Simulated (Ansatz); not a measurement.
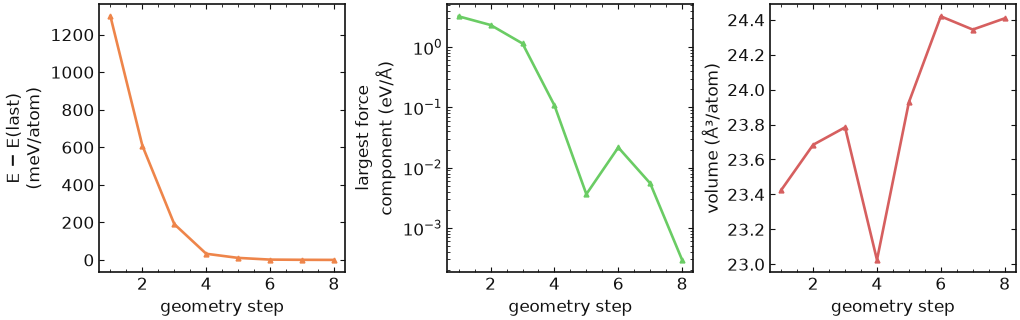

History of a geometry optimisation. Atoms and cell relax. A closing SCF on a freshly chosen basis isn't drawn.

System: Mg (Cmce, 4 atoms in the cell).
Method: DFT PBE, scalar-relativistic, plane waves, PAW (Ansatz); cutoff 420 eV, 6×6×4 k-mesh, Gaussian smearing of 0.1 eV.

How did the optimisation end?

Answer. The optimisation met its thresholds at geometry 8, counting the start as the first. The energy fell by about 1300 meV/atom from the first step to the last. The largest force component goes from about 3.2 eV/Å at the start to 2.9 × 10⁻⁴ eV/Å at the end.

Was the starting cell too large or too small?

Answer. The volume grows from 23.4 to 24.4 Å³ per atom (+4 %). The start was compressed.

By which step was nine tenths of the energy gained?

Answer. By step 4 of 8.
